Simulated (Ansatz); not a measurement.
## Geometry relaxation, with input and output: TiAl (part 2 of 2)

The same run, continued: TiAl (P4/mmm, 2 atoms in the cell); DFT PBE, scalar-relativistic, plane waves, PAW, no spin polarisation (Ansatz 0.2.0); cutoff 420 eV, 14×14×10 k-mesh, Gaussian smearing of 0.1 eV. The structure derives from an entry of the Crystallography Open Database.

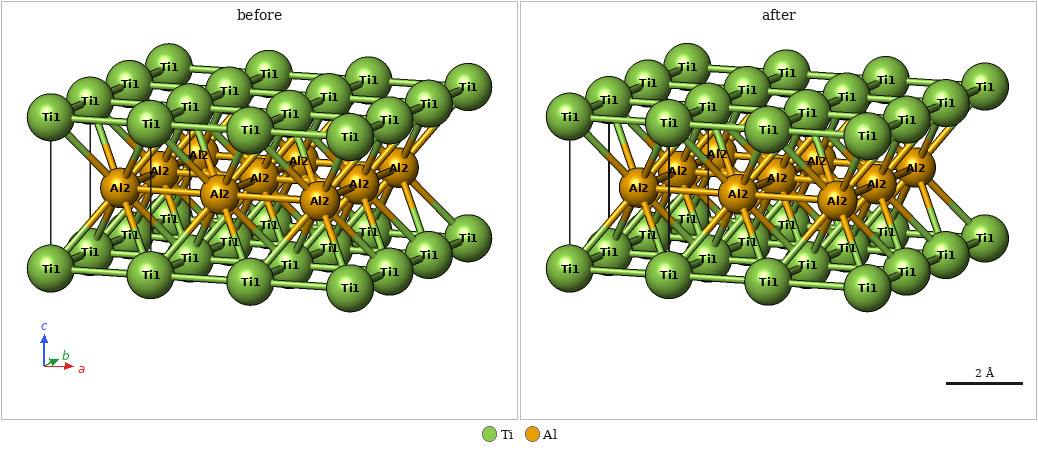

Figure 1. Before (left) and after (right) the relaxation, at one scale (ball-and-stick view of the cell of the calculation, repeated 3 × 3 × 1, seen slightly off an axis). Over 3 geometry steps the energy falls by 0.6 meV per atom. All forces vanish by symmetry, so only the cell relaxes. The pressure goes from −0.73 to 0.00 GPa. No atom moves by more than 0.005 Å relative to the cell. Cell: a = b 2.837 → 2.822 Å (−0.5 %), c 4.059 → 4.077 Å (+0.4 %). Volume −0.6 %. Among the contacts that change: Ti1–Ti1 2.837 → 2.822 Å, Al2–Al2 2.837 → 2.822 Å. The space group stays P4/mmm (No. 123). A last SCF at the same geometry on a re-selected plane-wave basis shifts the energy by +0.0 meV per atom. (Atoms are counted from 1 in the order of the input.)

```
basis re-selected at this cell: Δ(F+E_penalty+E_count) = +5.080e-5 eV, ΔP = -0.002 GPa vs the last step (what re-selecting the basis moved, of the pressure what is left beyond the Pulay correction that the steps carried, after the strain that the cell walked since its last selection, with what the two solves' SCF thresholds leave and, on support functions, any second-order correction that the steps lacked; it is no measure of the basis error at this ecutwfc). This SCF's stress stands 1.39e-2 GPa from its target on what of the cell is left free (relax.cell.stress_tol is 5.00e-2 GPa) and its largest allowed force component is 2.47e-32 eV/Å (relax.f_tol is 5.00e-3 eV/Å): within both
SCF converged after 8 iterations
Free energy (F): -3037.984067 eV
Harris-Foulkes:  -3037.984067 eV  (|F-HF|=0.00e0)
Internal energy: -3037.975540 eV  (E = F + TS)
E sigma→0 (E₀):  -3037.979803 eV
Entropy (-TS):   -0.008527 eV (-4.263 meV/atom)
Fermi energy:    10.980523 eV
--- Per-component energies (eV) ---
  E_band       = -164.854893
  E_kinetic    = 296.435160
  E_local      = -1077.961974  (includes V_loc(G=0)·N_el)
  E_nonlocal   = 19.102093
  E_hartree    = 462.218266
  E_xc         = -137.737845
  E_vxc        = -151.611564  (∫ρ·V_xc dr)
  E_paw        = -1515.538437  (= ΣΔE_a)
  E_vpaw       = -175.255265  (= ΣTr[D̂ρ^β])
  E_aug_tail   = 0.000126  (compensation charges beyond the density's cutoff)
  E_ewald      = -1084.492929
  E_smearing   = -0.008527  (= −TS)
  E_closure    = -0.000000  (closes the sum)
  Σ components = -3037.984067   (vs F -3037.984067, Δ=0.00e0)
--- Forces (eV/Å), atoms counted from 1 ---
  atom   1  Ti     0.00000000    -0.00000000     0.00000000
  atom   2  Al     0.00000000     0.00000000     0.00000000
  max |Σ_I F_I| component: 4.93e-32 eV/Å
--- Stress (GPa, compression-positive) ---
       -0.009551       0.000000       0.000000
        0.000000      -0.009551       0.000000
        0.000000       0.000000       0.013867
  P = ⅓ Tr σ = -0.0017 GPa (-0.017 kbar)
--- Band table (eV; the first three rows and the last of 216) ---
  k-point 0: bands = ["-45.6285", "-22.0308", "-21.5910", "-21.5910", "1.9368", "9.1021", "10.1270", "10.5816", "13.1346", "13.1346", "14.2804", "17.1053"]
  k-point 1: bands = ["-45.6284", "-22.0324", "-21.5909", "-21.5909", "2.0279", "8.6789", "10.1422", "10.7979", "13.0978", "13.0978", "14.2817", "17.4079"]
  k-point 2: bands = ["-45.6283", "-22.0366", "-21.5908", "-21.5908", "2.2927", "7.8175", "10.1826", "11.1252", "13.0054", "13.0054", "14.2850", "18.1950"]
  k-point 215: bands = ["-45.5131", "-21.9996", "-21.9996", "-21.9295", "8.4653", "8.7200", "8.7200", "12.7324", "13.0964", "13.6687", "15.1381", "15.1381"]
--- Relaxed structure (4 steps of the walk, 4 accepted, 1 SCFs on fresh bases) ---
  F+E_penalty+E_count = -3037.98406676 eV   max|allowed force component| = 2.465e-32 eV/Å   (the final SCF, on the basis selected at the relaxed cell)
  cell:  # Å, volume = 32.4682 Å³
    - [2.8220914054479915, -1.9762902762131334e-34, 0.0]
    - [-1.9762902762131334e-34, 2.8220914054479915, 0.0]
    - [0.0, 0.0, 4.076765125149086]
  atoms:
    - { symbol: Ti, position: [3.3011450982807555e-35, 5.170468226222869e-36, 0.0] }
    - { symbol: Al, position: [0.5, 0.5, 0.49999999999999994] }
```

Trajectory as extended XYZ (Å, eV, eV/Å), 5 frames, from step=1 to step=5
```
2
Lattice="2.8373 0.0000 0.0000 0.0000 2.8373 0.0000 0.0000 0.0000 4.0591" Properties=species:S:1:pos:R:3:forces:R:3 step=1 energy=-3037.98297 pressure_GPa=-0.73
Ti    0.0000    0.0000    0.0000    0.0000   0.0000   0.0000
Al    1.4186    1.4186    2.0295    0.0000   0.0000   0.0000
2
Lattice="2.8189 0.0000 0.0000 0.0000 2.8189 0.0000 0.0000 0.0000 4.0687" Properties=species:S:1:pos:R:3:forces:R:3 step=2 energy=-3037.98394 pressure_GPa=0.49
Ti    0.0000    0.0000    0.0000    0.0000   0.0000   0.0000
Al    1.4095    1.4095    2.0343    0.0000   0.0000   0.0000
2
Lattice="2.8225 0.0000 0.0000 0.0000 2.8225 0.0000 0.0000 0.0000 4.0740" Properties=species:S:1:pos:R:3:forces:R:3 step=3 energy=-3037.98411 pressure_GPa=0.05
Ti    0.0000    0.0000    0.0000    0.0000   0.0000   0.0000
Al    1.4112    1.4112    2.0370    0.0000   0.0000   0.0000
2
Lattice="2.8221 0.0000 0.0000 0.0000 2.8221 0.0000 0.0000 0.0000 4.0768" Properties=species:S:1:pos:R:3:forces:R:3 step=4 energy=-3037.98412 pressure_GPa=0.00
Ti    0.0000    0.0000    0.0000    0.0000   0.0000   0.0000
Al    1.4110    1.4110    2.0384    0.0000   0.0000   0.0000
2
Lattice="2.8221 0.0000 0.0000 0.0000 2.8221 0.0000 0.0000 0.0000 4.0768" Properties=species:S:1:pos:R:3:forces:R:3 step=5 energy=-3037.98407 pressure_GPa=-0.00
Ti    0.0000    0.0000    0.0000    0.0000   0.0000   0.0000
Al    1.4110    1.4110    2.0384    0.0000   0.0000   0.0000
```

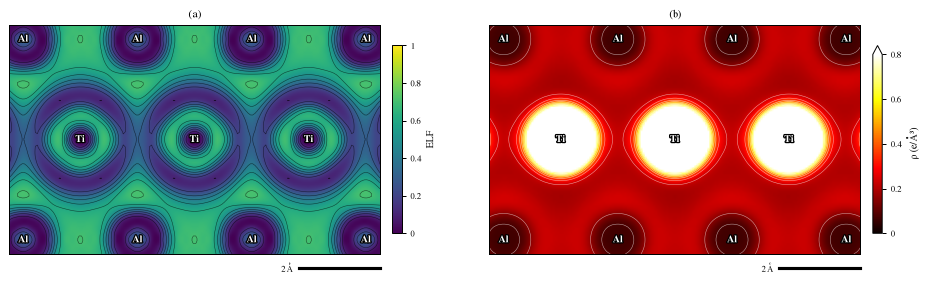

Figure 2. (a) electron localisation function; (b) valence charge density (pseudo) on the (101̄) plane of the conventional cell. Atoms in the plane: Ti and Al. Al–Al (2.82 Å): ρ is about 0.22 e/Å³ halfway; the ELF peaks at about 0.70 between the atoms. Ti–Ti (2.82 Å): ρ at the midpoint is about 0.23 e/Å³; the ELF is about 0.30 at the midpoint; no localised pair between them. Ti–Al (2.85 Å): ρ is about 0.2 e/Å³ halfway; the ELF is about 0.35 at the midpoint, as expected for metallic bonding. Away from the nuclei the density in this plane falls to 0.18 e/Å³ at its lowest. The strong features right at Ti lie inside the PAW spheres (semicore, d or f shells) and say nothing about bonding. Core electrons are frozen (PAW), so the fields are smoothed inside the atomic spheres.

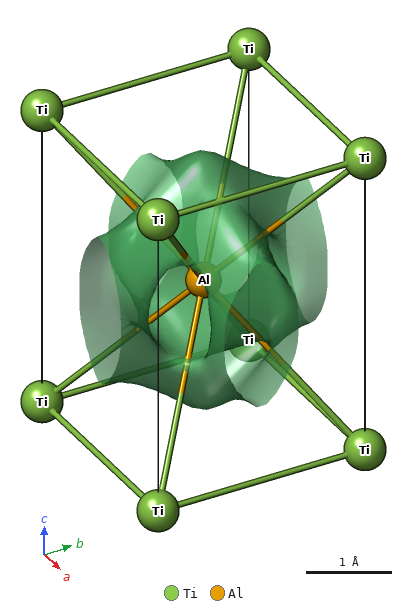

Figure 3. Isosurface of the electron localisation function at 0.6 (green), seen at an oblique angle. Core shells and regions of very low density are left out. Sticks mark near contacts. The outline is the cell set on symmetry axes. Along the contacts the grid gives the following. Al–Al (2.82 Å): the ELF peaks at about 0.70 between the atoms. Ti–Ti (2.82 Å): the ELF is about 0.30 at the midpoint; no localised pair between them.

The run was set up as follows.

Input file
```yaml
crystal:
  lattice:
    - [2.8373, 0.0, 0.0]
    - [0.0, 2.8373, 0.0]
    - [0.0, 0.0, 4.0591]
  atoms:
    - { symbol: Ti, position: [0.0, 0.0, 0.0] }
    - { symbol: Al, position: [0.5, 0.5, 0.5] }
basis:
  ecutwfc: 420
kpoints:
  mp_grid: { grid: [14, 14, 10] }
hamiltonian:
  xc: pbe
scf:
  occupations: { method: gaussian, width: 0.1 }
output:
  forces: true
  stress: true
  eigenvalues: true
  write_density: true
  write_potential: true
  elf: true
  volumetric_format: npy
relax:
  adjacent_minimum: "off"
  f_tol: 0.005
  max_steps: 80
  cell: { stress_tol: 0.05 }
```

Command:
```bash
ansatz run input.yaml --threads 1 --pin off --max-ram 3072MiB --backend cpu --events-out ev --progress --plain --runs-dir out
```

Summary

```json
{"quantity": "outcome", "value": "converged"}
{"quantity": "space group (tolerance 0.01 Å)", "value": "P4/mmm (123)"}
{"quantity": "electrons treated", "value": "15"}
{"quantity": "free energy", "value": "−3037.9841 eV"}
{"quantity": "Fermi energy", "value": "10.981 eV"}
{"quantity": "gap on the k-point mesh", "value": "none (metallic)"}
{"quantity": "pressure", "value": "0.00 GPa"}
{"quantity": "final volume", "value": "32.47 Å³"}
{"quantity": "largest force (length of the vector) at the end", "value": "under 0.001 eV/Å"}
{"quantity": "final cell", "value": "a = 2.822 Å, b = 2.822 Å, c = 4.077 Å, α = 90.00°, β = 90.00°, γ = 90.00°"}
{"quantity": "hardware", "value": "1 thread of AMD EPYC (Zen 3), 32 GiB of memory available, shared host"}
{"quantity": "wall time", "value": "30 s"}
{"quantity": "peak memory", "value": "0.43 GiB"}
```
